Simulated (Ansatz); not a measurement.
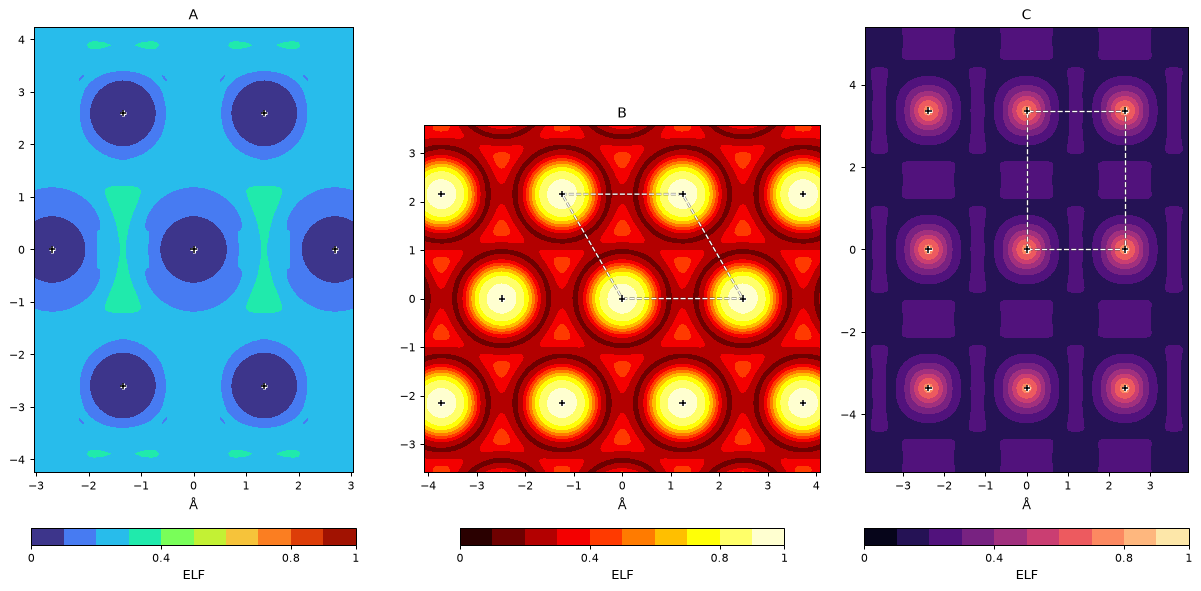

The electron localisation function of 3 systems, each on a plane through atoms (crosses mark nuclei in the plane).

Theory: Ansatz, DFT, RPBE, plane waves (420 eV) with PAW, scalar-relativistic.

System 1: Cr, the (001) plane of the conventional cell. Space group P6₃/mmc; set up as Cr, dhcp; a generated structure, not necessarily the stable one; changed on purpose from its base cell (volume × 0.96); computed pressure about 10 GPa in this cell; computed without spin polarisation.

```cif
data_structure
_symmetry_space_group_name_H-M 'P 1'
_symmetry_Int_Tables_number 1
_cell_length_a 2.4855
_cell_length_b 2.4855
_cell_length_c 8.7345
_cell_angle_alpha 90.000
_cell_angle_beta 90.000
_cell_angle_gamma 120.000
_cell_volume 46.73
loop_
_atom_site_label
_atom_site_type_symbol
_atom_site_fract_x
_atom_site_fract_y
_atom_site_fract_z
_atom_site_occupancy
Cr1 Cr 0.00000 0.00000 0.00000 1
Cr2 Cr 0.00000 0.00000 0.50000 1
Cr3 Cr 0.33333 0.66667 0.25000 1
Cr4 Cr 0.66667 0.33333 0.75000 1
```

System 2: Ni, the (101) plane of the conventional cell. Space group Pm-3m; set up as Ni, simple cubic; a generated structure, not necessarily the stable one; changed on purpose from its base cell (volume × 1.04); computed pressure about −5 GPa in this cell; computed without spin polarisation.

```
Ni
1.0
     2.38285    0.00000    0.00000
     0.00000    2.38285    0.00000
     0.00000    0.00000    2.38285
Ni
1
Direct
  0.00000 0.00000 0.00000
```

System 3: Zn, the (110) plane of the conventional cell. Space group P6/mmm; set up as Zn, omega (AlB2-type); a generated structure, not necessarily the stable one; changed on purpose from its base cell (volume × 0.96); computed pressure about 2 GPa in this cell.

```xyz
3
Lattice="4.4945 0.0000 0.0000 -2.2473 3.8924 0.0000 0.0000 0.0000 2.6940" Properties=species:S:1:pos:R:3 pbc="T T T"
Zn    0.0000    0.0000    0.0000
Zn    0.0000    2.5949    1.3470
Zn    2.2473    1.2974    1.3470
```

**Which map belongs to which system?**

Panel A is system 3, Zn: the plane holds Zn. Zn–Zn (2.69 Å): the ELF is about 0.30 at the midpoint. Panel B is system 1, Cr: the plane holds Cr. Cr–Cr (2.49 Å): the ELF is about 0.30 at the midpoint (no shared electron pair shows on this line). Panel C is system 2, Ni: the plane holds Ni. Ni–Ni (2.38 Å): the ELF is about 0.25 at the midpoint; no shared electron pair shows on this line.
